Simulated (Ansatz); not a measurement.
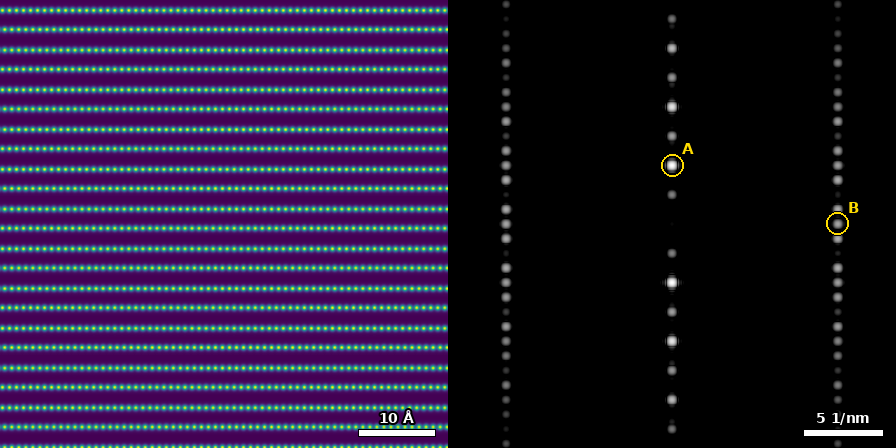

Dark-field STEM-like image of a crystal. The image is simulated as a sum over atoms of Z^1.8, blurred by a 0.57 Å probe (no channelling). The probe carries 15 % of its weight in a tail 2.5 times as wide.

The right panel is the modulus of the image's Fourier transform on a logarithmic scale.

Question: Which lattice spacings do the marked spots stand for, and what angle do A and B enclose?

Answer: A: 2.7 Å, B: 0.9 Å; A and B enclose about 90°.

The crystal is Nb (P6_3/mmc, No. 194) along [310]; the spots are (0 0 -4) and (1 -3 0). Structure: coordinates from a relaxation with DFT PBE, scalar-relativistic, plane waves, PAW in Ansatz; the starting structure was generated, so it need not be a known form of this composition.
